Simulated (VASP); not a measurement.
# Run report: TiO$_{2}$, single-point calculation (part 2 of 2)

Continued. System: TiO$_{2}$ (6 atoms in the cell). Method: Kohn-Sham DFT of a periodic cell, PBE, VASP PAW PBE potentials, recommended, no spin polarisation (VASP 6.6.1); cutoff 520 eV, 10×10×10 k-mesh, Gaussian smearing of 0.015 eV. The structure derives from an entry of the Crystallography Open Database.

Geometry of the input (Å; fractional positions):
```
-1.8921  1.8921  4.7573
1.8921  -1.8921  4.7573
1.8921  1.8921  -4.7573
Ti 0.7500  0.2500  0.5000
Ti 0.0000  0.0000  0.0000
O  0.7919  0.7919  0.0000
O  0.5419  0.0419  0.5000
O  0.9581  0.4581  0.5000
O  0.2081  0.2081  0.0000
```

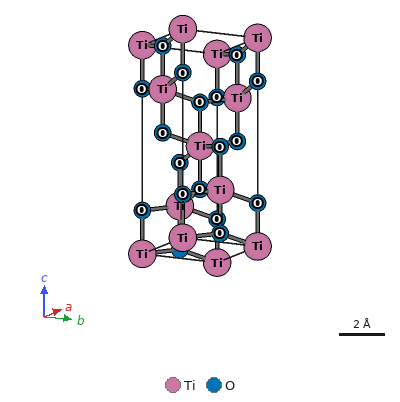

The structure (ball-and-stick view of the cell 2 times as large as that of the calculation, set on its symmetry axes, seen at an oblique angle).

Parts of OUTCAR, continued
```
   NGX = 21   NGY = 21   NGZ = 21

 number of electron      47.9999989 magnetization

 Free energy of the ion-electron system (eV)
  ---------------------------------------------------
  ext. energy  EPLUGINS =         0.00000000
  ---------------------------------------------------
  free energy    TOTEN  =       -53.82579193 eV

  energy without entropy =      -53.82579193  energy(sigma->0) =      -53.82579193

 E-fermi :   3.6105     XC(G=0): -10.7369     alpha+bet :-12.6438

 val. band max:        3.3925896507   @ k =  -0.4000   0.4000   0.0000
 cond. band min:       5.5045279667   @ k =   0.0000   0.0000   0.0000
 fundamental gap:      2.1119383160
 Fermi energy:         3.6105092423

 k-point     1 :       0.0000    0.0000    0.0000
  band No.  band energies     occupation
      1     -52.9933      2.00000
      2     -52.9327      2.00000
      3     -29.4603      2.00000
      4     -29.2189      2.00000
      5     -29.2189      2.00000
      6     -29.1470      2.00000
      7     -29.1470      2.00000
      8     -29.0651      2.00000
      9     -14.2598      2.00000
     10     -13.2440      2.00000
     11     -13.1021      2.00000
     12     -12.7612      2.00000
     13      -0.5456      2.00000
     14      -0.4229      2.00000
     15      -0.4229      2.00000
     16      -0.0222      2.00000
     17       1.3239      2.00000
     18       1.3239      2.00000
     19       1.3780      2.00000
     20       2.6305      2.00000
     21       2.6415      2.00000
     22       2.6415      2.00000
     23       2.9301      2.00000
     24       2.9301      2.00000
     25       5.5045      0.00000
     26       6.2444      0.00000
     27       7.3835      0.00000
     28       7.3835      0.00000
     29       7.4100      0.00000
     30       7.4100      0.00000
     31       8.4247      0.00000
     32       8.7047      0.00000
     33       8.7173      0.00000

 k-point     2 :       0.1000   -0.0000    0.0000
  band No.  band energies     occupation
      1     -52.9920      2.00000
      2     -52.9336      2.00000
      3     -29.4575      2.00000
      4     -29.2320      2.00000
      5     -29.2199      2.00000
      6     -29.1522      2.00000
      7     -29.1454      2.00000
      8     -29.0655      2.00000
      9     -14.2055      2.00000
     10     -13.2142      2.00000
     11     -13.0869      2.00000
     12     -12.7508      2.00000
     13      -0.5900      2.00000
     14      -0.5466      2.00000
     15      -0.4136      2.00000
     16      -0.0335      2.00000
     17       1.2849      2.00000
     18       1.3089      2.00000
     19       1.4558      2.00000
     20       2.4011      2.00000
     21       2.5846      2.00000
     22       2.6331      2.00000
     23       2.7758      2.00000
     24       2.9486      2.00000
     25       5.7423      0.00000
     26       6.2828      0.00000
     27       7.0948      0.00000
     28       7.2267      0.00000
     29       7.3508      0.00000
     30       7.4778      0.00000
     31       8.6456      0.00000
     32       8.7634      0.00000
     33       9.0106      0.00000

 k-point     3 :       0.2000   -0.0000    0.0000
  band No.  band energies     occupation
      1     -52.9883      2.00000
      2     -52.9362      2.00000
      3     -29.4503      2.00000
      4     -29.2649      2.00000
      5     -29.2222      2.00000
      6     -29.1647      2.00000
      7     -29.1414      2.00000
      8     -29.0688      2.00000
      9     -14.0628      2.00000
     10     -13.1436      2.00000
     11     -13.0396      2.00000
     12     -12.7191      2.00000
     13      -0.9251      2.00000
     14      -0.5388      2.00000
     15      -0.3873      2.00000
     16      -0.0504      2.00000
     17       1.0630      2.00000
     18       1.2711      2.00000
     19       1.5540      2.00000
     20       1.9188      2.00000
     21       2.2600      2.00000
     22       2.6244      2.00000
     23       2.6507      2.00000
     24       2.9228      2.00000
     25       6.2178      0.00000
     26       6.4289      0.00000
     27       6.7694      0.00000
     28       7.0307      0.00000
     29       7.2994      0.00000
     30       7.6194      0.00000
     31       8.6893      0.00000
     32       9.0862      0.00000
     33       9.4602      0.00000

 k-point     4 :       0.3000   -0.0000    0.0000
  band No.  band energies     occupation
      1     -52.9832      2.00000
      2     -52.9399      2.00000
      3     -29.4416      2.00000
      4     -29.3044      2.00000
      5     -29.2248      2.00000
      6     -29.1766      2.00000
      7     -29.1368      2.00000
      8     -29.0769      2.00000
      9     -13.8890      2.00000
     10     -13.0736      2.00000
     11     -12.9561      2.00000
     12     -12.6766      2.00000
     13      -1.1847      2.00000
     14      -0.4966      2.00000
     15      -0.3494      2.00000
     16      -0.1004      2.00000
     17       0.5133      2.00000
     18       1.2297      2.00000
     19       1.5508      2.00000
     20       1.5879      2.00000
     21       1.8583      2.00000
     22       2.5674      2.00000
     23       2.6019      2.00000
     24       2.8394      2.00000
     25       6.4398      0.00000
     26       6.7387      0.00000
     27       6.8427      0.00000
     28       6.9916      0.00000
     29       7.2771      0.00000
     30       7.7781      0.00000
     31       8.7222      0.00000
     32       9.3020      0.00000
     33       9.7622      0.00000

 k-point     5 :       0.4000    0.0000    0.0000
  band No.  band energies     occupation
      1     -52.9782      2.00000
      2     -52.9438      2.00000
      3     -29.4340      2.00000
      4     -29.3373      2.00000
      5     -29.2267      2.00000
      6     -29.1822      2.00000
      7     -29.1333      2.00000
      8     -29.0868      2.00000
      9     -13.7553      2.00000
     10     -13.0321      2.00000
     11     -12.8427      2.00000
     12     -12.6581      2.00000
     13      -1.2231      2.00000
     14      -0.5052      2.00000
     15      -0.3130      2.00000
     16      -0.3038      2.00000
     17       0.0772      2.00000
     18       1.2095      2.00000
     19       1.4126      2.00000
     20       1.4755      2.00000
     21       1.5576      2.00000
     22       2.4841      2.00000
     23       2.5730      2.00000
     24       2.7797      2.00000
     25       6.5674      0.00000
     26       6.8798      0.00000
     27       6.9762      0.00000
     28       7.0302      0.00000
     29       7.5004      0.00000
     30       7.8712      0.00000
     31       8.7869      0.00000
     32       9.4154      0.00000
     33       9.9250      0.00000

 [... the levels of 18 k-points are left out ...]

 k-point    24 :       0.4000    0.3000    0.0000
  band No.  band energies     occupation
      1     -52.9667      2.00000
      2     -52.9523      2.00000
      3     -29.4180      2.00000
      4     -29.3787      2.00000
      5     -29.2652      2.00000
      6     -29.2323      2.00000
      7     -29.1152      2.00000
      8     -29.0922      2.00000
      9     -13.2361      2.00000
     10     -12.9095      2.00000
     11     -12.7122      2.00000
     12     -12.6285      2.00000
     13      -1.2554      2.00000
     14      -1.1639      2.00000
     15      -0.4124      2.00000
     16      -0.1532      2.00000
     17      -0.1063      2.00000
     18       0.1328      2.00000
     19       0.6362      2.00000
     20       0.7871      2.00000
     21       1.5580      2.00000
     22       2.2822      2.00000
     23       2.9329      2.00000
     24       3.2028      2.00000
     25       6.5656      0.00000
     26       6.7327      0.00000
     27       6.9613      0.00000
     28       7.0908      0.00000
     29       7.8755      0.00000
     30       7.9248      0.00000
     31       9.4559      0.00000
     32       9.9274      0.00000
     33      10.7741      0.00000

 [... further k-points ...]

------------------------ aborting loop because EDIFF is reached ----------------------------------------

  FORCE on cell =-STRESS in cart. coord.  units (eV):
  Direction    XX          YY          ZZ          XY          YZ          ZX
  --------------------------------------------------------------------------------------
  -------------------------------------------------------------------------------------
  Total        2.3109668      2.3109668      2.8972710      0.0000000     -0.0000000      0.0000000
  in kB       54.3495044     54.3495044     68.1382536      0.0000000     -0.0000000      0.0000000
  external PRESSURE =      58.9457541 kB  Pullay stress =       0.0000000 kB

 VOLUME and BASIS-vectors are now :
 -----------------------------------------------------------------------------
  energy-cutoff  :      520.00
  volume of cell :       68.13
      direct lattice vectors                 reciprocal lattice vectors
    -1.892100000  1.892100000  4.757300000     0.000000000  0.264256646  0.105101633
     1.892100000 -1.892100000  4.757300000     0.264256646  0.000000000  0.105101633
     1.892100000  1.892100000 -4.757300000     0.264256646  0.264256646  0.000000000

 POSITION                                       TOTAL-FORCE (eV/Angst)
 -----------------------------------------------------------------------------------
      0.00000      1.89210      2.37865         0.000000      0.000000      0.000000
      0.00000      0.00000      0.00000         0.000000      0.000000      0.000000
      0.00000      0.00000      7.53461        -0.000000     -0.000000     -0.124661
      0.00000      1.89210      0.39866        -0.000000     -0.000000     -0.124661
      0.00000      1.89210      4.35864        -0.000000     -0.000000      0.124661
      0.00000      0.00000      1.97999         0.000000      0.000000      0.124661
 -----------------------------------------------------------------------------------
    total drift:                                0.000000      0.000000      0.000000

  FREE ENERGIE OF THE ION-ELECTRON SYSTEM (eV)
  ---------------------------------------------------
  free  energy   TOTEN  =       -53.8257919310 eV

  energy  without entropy=      -53.8257919310  energy(sigma->0) =      -53.82579193
```

CONTCAR
```
TiO2
   1.00000000000000
    -1.8920999999999999    1.8920999999999999    4.7572999999999999
     1.8920999999999999   -1.8920999999999999    4.7572999999999999
     1.8920999999999999    1.8920999999999999   -4.7572999999999999
  Ti              O
     2     4
Direct
     0.7500000000000000    0.2500000000000000    0.5000000000000000
     0.0000000000000000    0.0000000000000000    0.0000000000000000
     0.7918999999999983    0.7918999999999983    0.0000000000000000
     0.5418999999999983    0.0418999999999983    0.5000000000000000
     0.9581000000000017    0.4581000000000017    0.5000000000000000
     0.2081000000000017    0.2081000000000017    0.0000000000000000

  0.00000000E+00  0.00000000E+00  0.00000000E+00
  0.00000000E+00  0.00000000E+00  0.00000000E+00
  0.00000000E+00  0.00000000E+00  0.00000000E+00
  0.00000000E+00  0.00000000E+00  0.00000000E+00
  0.00000000E+00  0.00000000E+00  0.00000000E+00
  0.00000000E+00  0.00000000E+00  0.00000000E+00
```

Summary

| quantity | value |
| --- | --- |
| outcome | converged |
| space group (tolerance 0.01 Å) | I4₁/amd (141) |
| electrons treated | 48 |
| free energy | −53.8258 eV |
| Fermi energy | 3.611 eV |
| gap on the k-point mesh | 2.11 eV |
| pressure | 5.89 GPa |
| largest force (length of the vector) | 0.125 eV/Å |
| hardware | 1 thread of AMD EPYC 7571, 64 GiB of memory available, shared host |
| wall time | 13 min |
| peak memory | 0.34 GiB |

Notes

The cell is under a pressure of 5.9 GPa at this level, so it is not at its equilibrium volume.
